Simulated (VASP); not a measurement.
# Optical-spectrum calculation, with input and output: Ta (part 1 of 3)

Ta (1 atom in the cell), computed with Kohn-Sham DFT of a periodic cell, PBEsol, VASP PAW PBE potentials, recommended, no spin polarisation (VASP 6.6.1).

The structure was built on a prototype by a generator; it need not be a known phase.

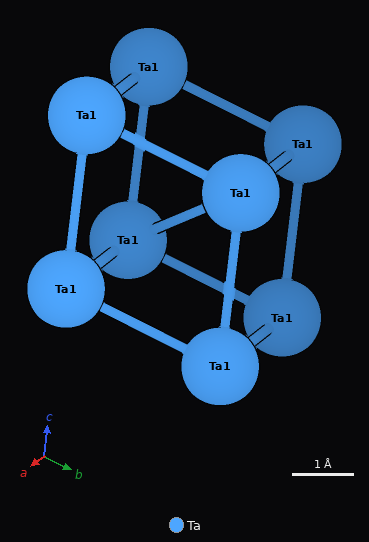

The structure (ball-and-stick view of the cell of the calculation, seen slightly off an axis; atoms are numbered from 1 in the order of the input). Near neighbours in the crystal (not all of them lie inside the picture): Ta has 8 Ta at 2.88 Å.

Summary

- outcome: converged
- space group (tolerance 0.01 Å): Im-3m (229)
- electrons treated: 11
- free energy: −12.5372 eV
- Fermi energy of the self-consistent step: 5.186 eV
- gap on the k-point mesh: none (metallic)
- pressure: −6.66 GPa
- largest force (length of the vector): under 0.001 eV/Å
- hardware: 1 thread of Intel Xeon (Sapphire Rapids), 360 GiB of memory available, shared host
- wall time: 45 s
- peak memory: 0.26 GiB

Spin–orbit coupling is left out, which matters for Ta. The cell is under a tension of 6.7 GPa at this level, so it is not at its equilibrium volume.

INCAR
```
  PREC = Accurate
  ENCUT = 520
  EDIFF = 1E-7
  ISMEAR = 1
  SIGMA = 0.1
  LREAL = F
  LASPH = T
  NELM = 100
  ALGO = Fast
  ISIF = 2
  LWAVE = F
  LCHARG = F
  GGA = PS
  LOPTICS = T
  NEDOS = 2000
  CSHIFT = 0.1
```

KPOINTS
```
regular mesh
0
Gamma
  22 22 22
```

POSCAR
```
Ta                                      
1.0
   -1.6600000000      1.6600000000      1.6600000000
    1.6600000000     -1.6600000000      1.6600000000
    1.6600000000      1.6600000000     -1.6600000000
  Ta            
     1
Direct
     0.0000000000000000    0.0000000000000000    0.0000000000000000
```

Launch command:
```bash
cat potpaw_PBE.64/Ta_pv/POTCAR > POTCAR
mpirun -np 1 vasp_std > vasp.out
```

OSZICAR
```
N       E                     dE             d eps       ncg     rms          rms(c)
DAV:   1     0.451538759754E+02    0.45154E+02   -0.65890E+03  5904   0.117E+03
DAV:   2    -0.123728022477E+02   -0.57527E+02   -0.56551E+02  7558   0.245E+02
DAV:   3    -0.130630075427E+02   -0.69021E+00   -0.67238E+00  7051   0.267E+01
DAV:   4    -0.130681349329E+02   -0.51274E-02   -0.51140E-02  6782   0.176E+00
DAV:   5    -0.130681682131E+02   -0.33280E-04   -0.33275E-04  6601   0.124E-01    0.134E+01
RMM:   6    -0.126568343915E+02    0.41133E+00   -0.39616E-01  6026   0.653E+00    0.640E+00
RMM:   7    -0.125370287954E+02    0.11981E+00   -0.47430E-01  6485   0.653E+00    0.373E-01
RMM:   8    -0.125370287987E+02   -0.32801E-08   -0.23855E-02  6893   0.163E+00    0.437E-01
RMM:   9    -0.125373975189E+02   -0.36872E-03   -0.52143E-03  7200   0.604E-01    0.168E-01
RMM:  10    -0.125372391487E+02    0.15837E-03   -0.92218E-04  6577   0.327E-01    0.433E-02
RMM:  11    -0.125372466754E+02   -0.75267E-05   -0.98083E-05  7546   0.105E-01    0.478E-03
RMM:  12    -0.125372478339E+02   -0.11585E-05   -0.13756E-05  7688   0.314E-02    0.718E-03
RMM:  13    -0.125372485009E+02   -0.66694E-06   -0.28379E-06  7528   0.159E-02    0.938E-03
RMM:  14    -0.125372484170E+02    0.83862E-07   -0.86174E-07  5759   0.850E-03
   1 F= -.12537248E+02 E0= -.12537177E+02  d E =-.215361E-03
 imaginary and real dielectric function
```

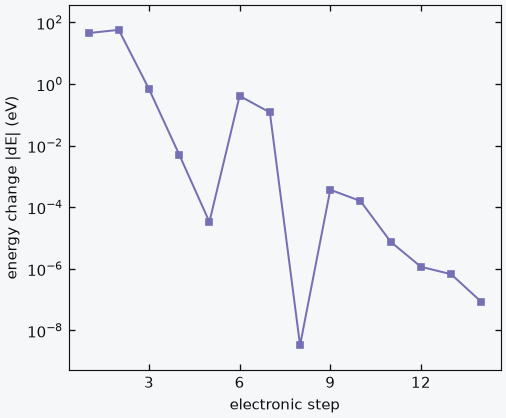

Convergence of the self-consistent field: energy change |dE| against the electronic step. It takes 14 electronic steps. The density is held fixed in the first few steps, and dE rises again when its update begins.

Parts of OUTCAR
```
PREC = Accurate
   ENCUT = 520
   EDIFF = 1E-7
   ISMEAR = 1
   LREAL = F
   LASPH = T
   NELM = 100
   ISIF = 2
   GGA = PS

 ion  position               nearest neighbor table
   1  0.000  0.000  0.000-

  LATTYP: Found a body centered cubic cell.
 ALAT       =     3.3200000000

  Lattice vectors:

 A1 = (  -1.6600000000,   1.6600000000,   1.6600000000)
 A2 = (   1.6600000000,  -1.6600000000,   1.6600000000)
 A3 = (   1.6600000000,   1.6600000000,  -1.6600000000)

Analysis of symmetry for initial positions (statically):
=====================================================================
 Subroutine PRICEL returns:
 Original cell was already a primitive cell.

 Routine SETGRP: Setting up the symmetry group for a
 body centered cubic supercell.

 Subroutine GETGRP returns: Found 48 space group operations
 (whereof 48 operations were pure point group operations)
 out of a pool of 48 trial point group operations.

The static configuration has the point symmetry O_h .

Analysis of symmetry for dynamics (positions and initial velocities):
=====================================================================
 Subroutine PRICEL returns:
 Original cell was already a primitive cell.

 Routine SETGRP: Setting up the symmetry group for a
 body centered cubic supercell.

 Subroutine GETGRP returns: Found 48 space group operations
 (whereof 48 operations were pure point group operations)
 out of a pool of 48 trial point group operations.

The dynamic configuration has the point symmetry O_h .

 Subroutine INISYM returns: Found 48 space group operations
 (whereof 48 operations are pure point group operations),
 and found     1 'primitive' translations

----------------------------------------------------------------------------------------

                                     Primitive cell

  volume of cell :      18.2972

  direct lattice vectors                    reciprocal lattice vectors
    -1.660000000  1.660000000  1.660000000     0.000000000  0.301204819  0.301204819
     1.660000000 -1.660000000  1.660000000     0.301204819  0.000000000  0.301204819
     1.660000000  1.660000000 -1.660000000     0.301204819  0.301204819  0.000000000

  length of vectors
     2.875204341  2.875204341  2.875204341     0.425967940  0.425967940  0.425967940

  position of ions in fractional coordinates (direct lattice)
     0.000000000  0.000000000  0.000000000

  ion indices of the primitive-cell ions
   primitive index   ion index
                 1           1

----------------------------------------------------------------------------------------

 KPOINTS: regular mesh

Automatic generation of k-mesh.
 Grid dimensions read from file:
 generate k-points for:   22   22   22

 Generating k-lattice:

  Cartesian coordinates                     Fractional coordinates (reciprocal lattice)
     0.000000000  0.013691128  0.013691128     0.045454545  0.000000000  0.000000000
     0.013691128  0.000000000  0.013691128     0.000000000  0.045454545  0.000000000
     0.013691128  0.013691128  0.000000000     0.000000000  0.000000000  0.045454545

  Length of vectors
     0.019362179  0.019362179  0.019362179

  Shift w.r.t. Gamma in fractional coordinates (k-lattice)
     0.000000000  0.000000000  0.000000000

 Subroutine IBZKPT returns following result:
 ===========================================

 Found    328 irreducible k-points:

 Following reciprocal coordinates:
            Coordinates               Weight
  0.000000  0.000000  0.000000      1.000000
  0.045455  0.000000  0.000000     12.000000
  0.090909  0.000000  0.000000     12.000000
  0.136364  0.000000  0.000000     12.000000
  0.181818  0.000000  0.000000     12.000000
  0.227273  0.000000  0.000000     12.000000
  0.272727  0.000000  0.000000     12.000000
  0.318182  0.000000  0.000000     12.000000
  0.363636  0.000000  0.000000     12.000000
  0.409091  0.000000  0.000000     12.000000
  0.454545  0.000000  0.000000     12.000000
  0.500000  0.000000  0.000000      6.000000
  0.045455  0.045455  0.000000     24.000000
  0.090909  0.045455  0.000000     48.000000
  0.136364  0.045455  0.000000     48.000000
  0.181818  0.045455  0.000000     48.000000
  0.227273  0.045455  0.000000     48.000000
  0.272727  0.045455  0.000000     48.000000
  0.318182  0.045455 -0.000000     48.000000
  0.363636  0.045455  0.000000     48.000000
  0.409091  0.045455 -0.000000     48.000000
  0.454545  0.045455  0.000000     48.000000
  0.090909  0.090909  0.000000     24.000000
  0.136364  0.090909  0.000000     48.000000
 [... further k-points ...]
   k-points           NKPTS =    328   k-points in BZ     NKDIM =    328   number of bands    NBANDS=      9
   number of dos      NEDOS =   2000   number of ions     NIONS =      1
   total plane-waves  NPLWV =  13824
   dimension x,y,z NGX =    24 NGY =   24 NGZ =   24
   dimension x,y,z NGXF=    48 NGYF=   48 NGZF=   48
   ions per type =               1
   NGX,Y,Z   is equivalent  to a cutoff of  13.88, 13.88, 13.88 a.u.
   NGXF,Y,Z  is equivalent  to a cutoff of  27.75, 27.75, 27.75 a.u.
 SYSTEM =  unknown system
   PREC   = accura    normal or accurate (medium, high low for compatibility)
   ISTART =      0    job   : 0-new  1-cont  2-samecut
   ICHARG =      2    charge: 1-file 2-atom 10-const
   ISPIN  =      1    spin polarized calculation?
   LNONCOLLINEAR =      F non collinear calculations
   LSORBIT =      F    spin-orbit coupling
   LASPH  =      T    aspherical Exc in radial PAW
   ENCUT  =  520.0 eV  38.22 Ry    6.18 a.u.   5.35  5.35  5.35*2*pi/ulx,y,z
   NELM   =    100;   NELMIN=  2; NELMDL= -5     # of ELM steps
   EDIFF  = 0.1E-06   stopping-criterion for ELM
   LREAL  =      F    real-space projection
   EDIFFG = 0.1E-05   stopping-criterion for IOM
   NSW    =      0    number of steps for IOM
   IBRION =     -1    ionic relax: 0-MD 1-quasi-New 2-CG
   NFREE  =      0    steps in history (QN), initial steepest desc. (CG)
   ISIF   =      2    stress and relaxation
   ISYM   =      2    0-nonsym 1-usesym 2-fastsym
   POTIM  = 0.5000    time-step for ionic-motion
   TEBEG  =    0.0;   TEEND  =   0.0 temperature during run
   PSTRESS=    0.0 pullay stress
   NELECT =      11.0000    total number of electrons
   NUPDOWN=      -1.0000    fix difference up-down
   EMIN   =  10.00;   EMAX   =-10.00  energy-range for DOS
   EFERMI =   0.00;   METHOD = LEGACY
   ISMEAR =     1;   SIGMA  =   0.10  broadening in eV -4-tet -1-fermi 0-gaus
   EFERMI_NEDOS =   21; number of points for ismear=-14 and -15
   IALGO  =     68    algorithm
   IMIX   =      4    mixing-type and parameters
     AMIX     =   0.40;   BMIX     =  1.00
     AMIX_MAG =   1.60;   BMIX_MAG =  1.00
  volume/ion in A,a.u.               =      18.30       123.48
  Fermi-wavevector in a.u.,A,eV,Ry     =   1.381691  2.611018 25.974480  1.909070
  Thomas-Fermi vector in A             =   2.506452
   LORBIT       =      0    0 simple, 1 ext, 2 COOP (PROOUT), +10 PAW based schemes
   GGA     = PS    functional components
   LHFCALC =     F    Hartree Fock is set to
   AEXX    =    0.0000 exact exchange contribution
   IVDW    =     0    specifies the selected vdW correction
   LEPSILON=     F    determine dielectric tensor
   LRPA    =     F    only Hartree local field effects (RPA)
 non-spin polarized calculation
 RMM-DIIS sequential band-by-band and
 Methfessel and Paxton  Order N= 1 SIGMA  =   0.10
  energy-cutoff  :      520.00
  volume of cell :       18.30
 maximum number of plane-waves:       531
 NGX is ok and might be reduce to    24
   NGX = 11   NGY = 11   NGZ = 11

 number of electron      11.0000000 magnetization

 Free energy of the ion-electron system (eV)
  ---------------------------------------------------
  ext. energy  EPLUGINS =         0.00000000
  ---------------------------------------------------
  free energy    TOTEN  =       -12.53724842 eV

  energy without entropy =      -12.53703306  energy(sigma->0) =      -12.53717663

 E-fermi :   5.1856     XC(G=0): -12.6484     alpha+bet :-13.0913

 val. band max:        5.1837583880   @ k =  -0.3182   0.4545   0.1364
 cond. band min:       5.1939471029   @ k =  -0.2273   0.2273   0.1818
 fundamental gap:      0.0101887149
 Fermi energy:         5.1855614205

 k-point     1 :       0.0000    0.0000    0.0000
  band No.  band energies     occupation
      1     -27.8965      2.00000
      2     -27.8965      2.00000
      3     -27.8965      2.00000
      4      -2.6730      2.00000
      5       5.9130     -0.00000
      6       5.9130     -0.00000
      7       5.9130     -0.00000
      8       9.1270      0.00000
      9       9.1270      0.00000

 k-point     2 :       0.0455    0.0000    0.0000
  band No.  band energies     occupation
      1     -27.9211      2.00000
      2     -27.9041      2.00000
      3     -27.8966      2.00000
      4      -2.5817      2.00000
      5       5.8535     -0.00000
      6       5.8974     -0.00000
      7       6.0021     -0.00000
      8       9.0275      0.00000
      9       9.1272      0.00000

 k-point     3 :       0.0909    0.0000    0.0000
  band No.  band energies     occupation
      1     -27.9927      2.00000
      2     -27.9262      2.00000
      3     -27.8969      2.00000
      4      -2.3137      2.00000
      5       5.6849     -0.00000
      6       5.8357     -0.00000
      7       6.2673     -0.00000
      8       8.7910      0.00000
      9       9.1309      0.00000

 k-point     4 :       0.1364    0.0000    0.0000
  band No.  band energies     occupation
      1     -28.1039      2.00000
      2     -27.9610      2.00000
      3     -27.8975      2.00000
      4      -1.8880      2.00000
      5       5.4332     -0.00258
      6       5.6953     -0.00000
      7       6.7033     -0.00000
      8       8.5576      0.00000
      9       9.1472      0.00000

 k-point     5 :       0.1818    0.0000    0.0000
  band No.  band energies     occupation
      1     -28.2440      2.00000
      2     -28.0053      2.00000
      3     -27.8983      2.00000
      4      -1.3384      2.00000
      5       5.1315      1.78268
      6       5.4669     -0.00051
      7       7.3006      0.00000
      8       8.4464      0.00000
      9       9.1872      0.00000

 [... the levels of 18 k-points are left out ...]

 k-point    24 :       0.1364    0.0909    0.0000
  band No.  band energies     occupation
      1     -28.2939      2.00000
      2     -28.0007      2.00000
      3     -27.9272      2.00000
      4      -1.1020      2.00000
      5       5.1080      1.96717
      6       5.2384      0.22920
      7       7.6344      0.00000
      8       8.2173      0.00000
      9       9.3828      0.00000

 [... further k-points ...]

------------------------ aborting loop because EDIFF is reached ----------------------------------------

  FORCE on cell =-STRESS in cart. coord.  units (eV):
  Direction    XX          YY          ZZ          XY          YZ          ZX
  --------------------------------------------------------------------------------------
  -------------------------------------------------------------------------------------
  Total       -0.7606260     -0.7606260     -0.7606260      0.0000000      0.0000000      0.0000000
  in kB      -66.6035673    -66.6035673    -66.6035673      0.0000000      0.0000000      0.0000000
  external PRESSURE =     -66.6035673 kB  Pullay stress =       0.0000000 kB

 VOLUME and BASIS-vectors are now :
 -----------------------------------------------------------------------------
  energy-cutoff  :      520.00
  volume of cell :       18.30
      direct lattice vectors                 reciprocal lattice vectors
    -1.660000000  1.660000000  1.660000000     0.000000000  0.301204819  0.301204819
     1.660000000 -1.660000000  1.660000000     0.301204819  0.000000000  0.301204819
     1.660000000  1.660000000 -1.660000000     0.301204819  0.301204819  0.000000000

 POSITION                                       TOTAL-FORCE (eV/Angst)
 -----------------------------------------------------------------------------------
      0.00000      0.00000      0.00000         0.000000      0.000000      0.000000
 -----------------------------------------------------------------------------------
    total drift:                                0.000000      0.000000     -0.000000

  FREE ENERGIE OF THE ION-ELECTRON SYSTEM (eV)
  ---------------------------------------------------
  free  energy   TOTEN  =       -12.5372484170 eV

  energy  without entropy=      -12.5370330559  energy(sigma->0) =      -12.53717663

 electrical conductivity sigma (Mega S m-1) (frequency dependency in vasprun.xml)
  --------------------------------------------------------------------------------------
       0.196       0.000       0.000
       0.000       0.196       0.000
       0.000      -0.000       0.196
```
